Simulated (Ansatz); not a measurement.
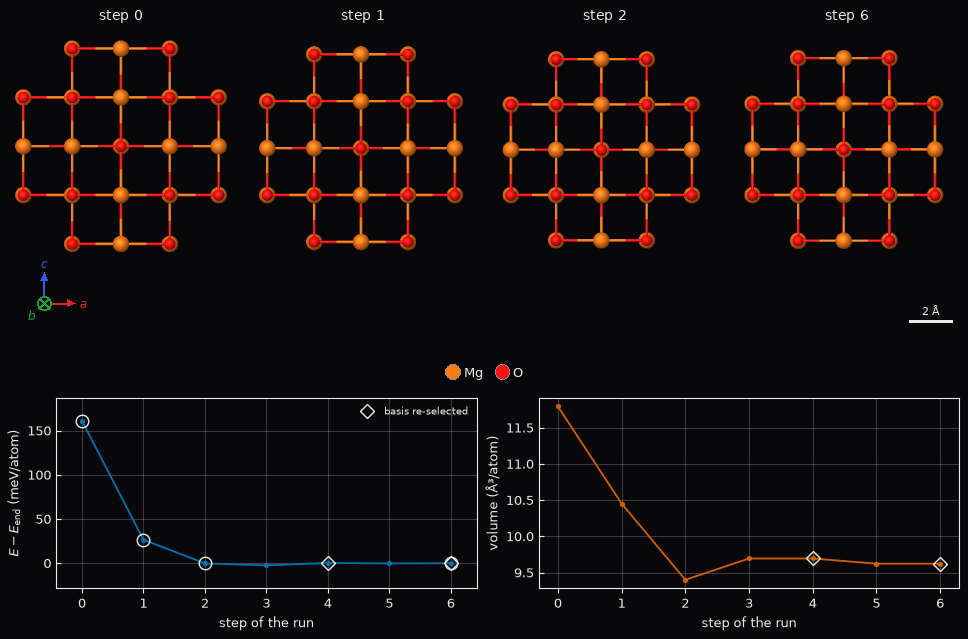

Frames of a relaxation of a crystal of MgO (a generated structure, set up in Fm-3m) (coarse preliminary run), marked on the history of the run. Style: ball-and-stick. Shown: the conventional cell (4 times the calculation's cell), along the b axis. Lengths and directions refer to the drawn axes.

Case: Ba → Mg on all its sites, cell and atoms relaxed.

Theory: Ansatz, DFT PBE, scalar-relativistic, plane waves, PAW.

The input:
```yaml
crystal:
  lattice:
    - [0.0, 2.2762548358, 2.2762548358]
    - [2.2762548358, 0.0, 2.2762548358]
    - [2.2762548358, 2.2762548358, 0.0]
  atoms:
    - { symbol: Mg, position: [0.0, 0.0, 0.0] }
    - { symbol: O, position: [0.5, 0.5, 0.5] }
basis:
  ecutwfc: 420
kpoints:
  mp_grid: { grid: [8, 8, 8] }
hamiltonian:
  xc: pbe
scf:
  occupations: { method: gaussian, width: 0.1 }
output:
  forces: true
  stress: true
  eigenvalues: true
relax:
  adjacent_minimum: "off"
  f_tol: 0.05
  max_steps: 60
  cell: { stress_tol: 0.5 }
```

Command:
```bash
ansatz run input.yaml --threads 1 --pin off --max-ram 2560MiB --backend cpu --events-out ev --progress --plain --runs-dir out
```

Q: What happens along the run?

A: After 4 accepted moves (6 points after the start) the energy has fallen by 161 meV per atom. All forces vanish by symmetry, so only the cell relaxes. The pressure goes from −20.02 to −0.02 GPa. The SCF was repeated twice at an unchanged geometry on a basis and grid sized afresh for the cell, which shifted the energy by 2.7 meV per atom at most. No atom moves by more than 0.005 Å relative to the cell. The drawn cell changes as follows: a = b = c 4.553 → 4.254 Å (−6.6 %); the volume changes by −18.4 %. Near-neighbour distances that change, for instance: Mg1–O2 2.276 → 2.127 Å. The space group stays Fm-3m (No. 225). The run took 3 s on 1 thread of Intel(R) Xeon(R) 6975P-C (Granite Rapids), on a shared host, peak memory 0.33 GiB. From step 0 to 1: volume −11.4 %, energy −135 meV per atom. From step 1 to 2: volume −10.1 %, energy −26.8 meV per atom. From step 2 to 6: volume +2.4 %, energy +0.2 meV per atom.

```tsv
step	E − E(0), meV/atom	pressure, GPa	volume, Å³/atom	note
0	0.00	-20.02	11.794	
1	-134.50	-9.95	10.453	
2	-161.32	4.29	9.401	
3	-163.52	-0.49	9.695	
4	-160.86	-1.11	9.695	same geometry, new basis
5	-161.37	0.02	9.623	
6	-161.10	-0.02	9.623	same geometry, new basis
```
